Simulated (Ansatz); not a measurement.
**Ni: density, localisation and related maps**

Input

```
crystal:
  lattice:
    - [0.0, 2.5501173767, 2.5501173767]
    - [2.5501173767, 0.0, 2.5501173767]
    - [2.5501173767, 2.5501173767, 0.0]
  atoms:
    - { symbol: Ni, position: [0.125, 0.125, 0.125], spin: 0.839 }
    - { symbol: Ni, position: [0.875, 0.875, 0.875], spin: 0.839 }
hamiltonian:
  xc: hse06
  pseudopotentials:
    kind: paw
    azcp:
      Ni: "pseudopotentials/Ni.paw.azcp"
basis:
  ecutwfc: 420
  fft_grid_basis: typed
kpoints:
  mp_grid: { grid: [6, 6, 6], shift: [0, 0, 0] }
magnetization:
  spin_polarized: true
scf:
  occupations: { method: fermi_dirac, width: 0.1 }
output:
  write_density: true
  write_potential: true
  elf: true
  volumetric_format: npy
```

Run with:

```sh
ansatz run input.yaml --threads 4 --pin off --max-ram 8192MiB --backend cpu --events-out ev --progress --plain --runs-dir out
```

Below, planes, directions and counts refer to the conventional cell (a = 5.10 Å, b = 5.10 Å, c = 5.10 Å, α = 90.00°, β = 90.00°, γ = 90.00°).

Space group Fd-3m; set up as Ni, diamond; a generated structure, not necessarily the stable one; spin-polarised.

Level of theory: DFT, HSE06, plane waves (420 eV) with PAW, scalar-relativistic in Ansatz 0.2.0.

Core electrons are frozen (PAW), and the valence fields are smoothed inside the atomic spheres.

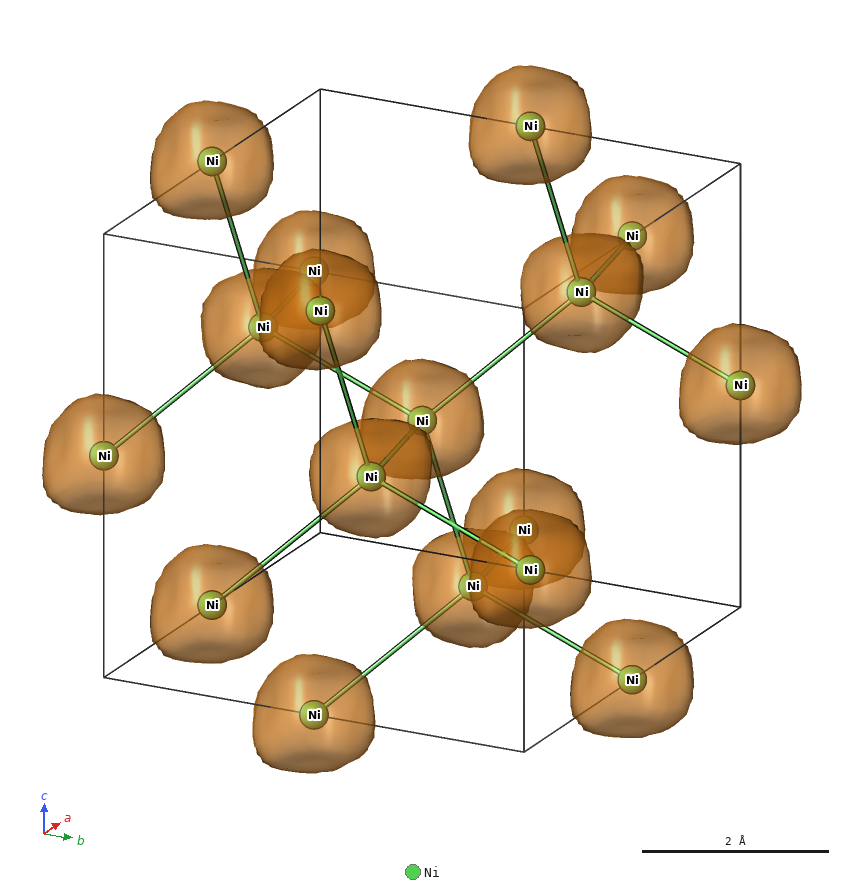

Figure 1. Isosurfaces of the spin density at +0.2 (orange) and −0.2 e/Å³ (purple), seen at an oblique angle. Sticks mark near contacts.

Question: Which atoms carry the moments, and with what signs?

Answer: The spin density sits on Ni: +1.0 μB (×8) in one cell of 8 atoms: parallel moments (a ferromagnetic arrangement) in this solution. The cell of the calculation (2 atoms) carries 1.9 μB of net spin moment. Only one sign reaches the isovalue.

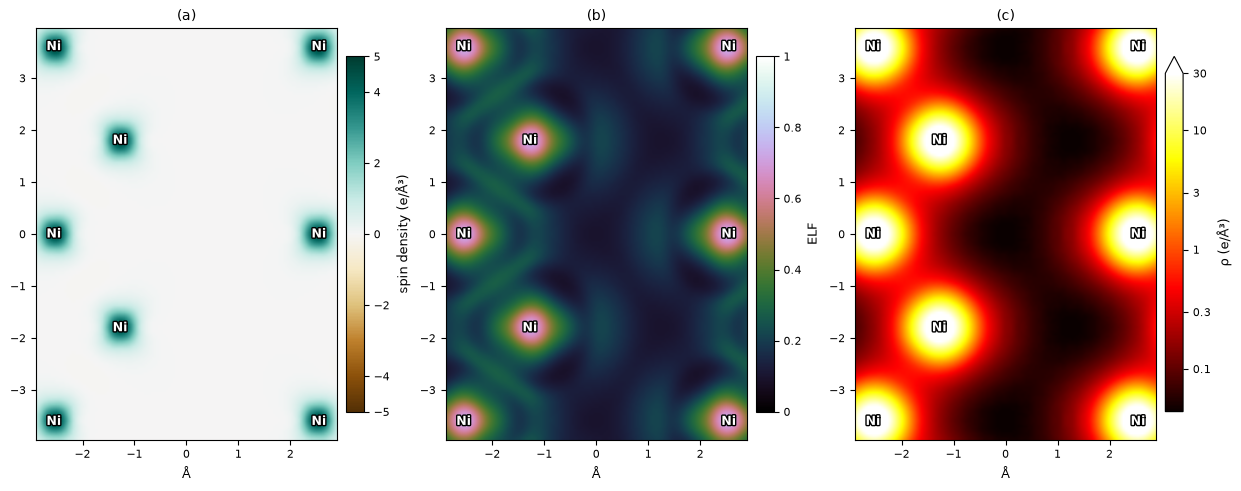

Figure 2. (a) magnetisation density (up minus down); (b) ELF; (c) valence electron density on the (110) plane of the conventional cell.

Question: What do the fields say about this system?

Answer: The plane passes through Ni nuclei. Ni–Ni (2.21 Å): ρ at the midpoint is about 0.53 e/Å³; the ELF is about 0.30 at the midpoint (no localised pair shows between them). Between the atoms the lowest density in this plane is 0.04 e/Å³. The features right at Ni lie inside the PAW spheres, where the map follows smoothed inner orbitals and isn't to be read closely.

Question: Metal or insulator at this level of theory?

Answer: It is gapless in this calculation (a metal or semimetal).
